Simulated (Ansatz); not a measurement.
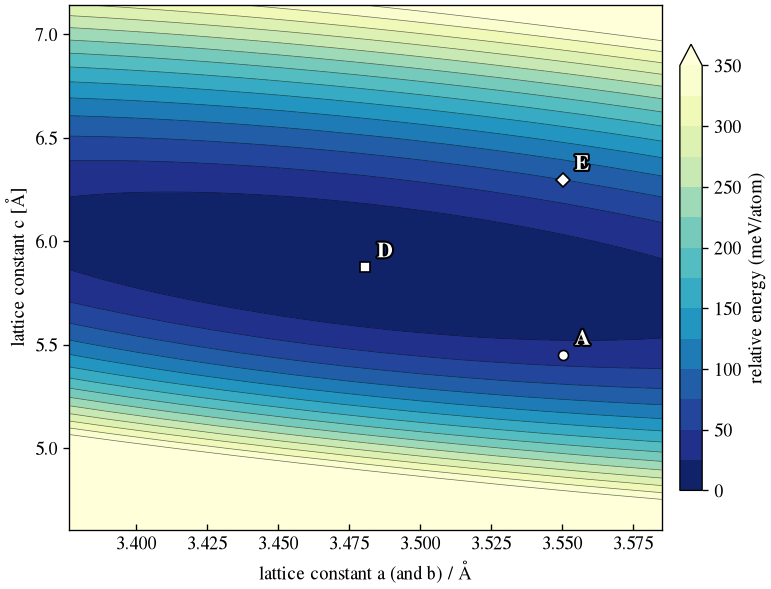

TiSe₂ (P-3m1, No. 164; 3 atoms in the cell). The energy is mapped over the lattice constants a and c of the conventional cell. The first coordinate is: lattice constant a (and b); the second: lattice constant c. Nothing is relaxed (fractional coordinates fixed). Grid: 7 × 7 points. All energies are given in meV/atom relative to the lowest grid point. The calculation used Ansatz, DFT PBE+D3(BJ), scalar-relativistic, plane waves, PAW. Settings: cutoff 520 eV, k-mesh 15×15×8 in the order of the run's cell vectors, gaussian smearing 0.15 eV, no spin polarisation.

Drawn: filled contours, one colour for all values above the top of the scale, lettered points. Between grid points the surface is interpolated.

Q: Rank the lettered points by energy, lowest first.

A: D (0 meV/atom), A (38 meV/atom), E (75 meV/atom).
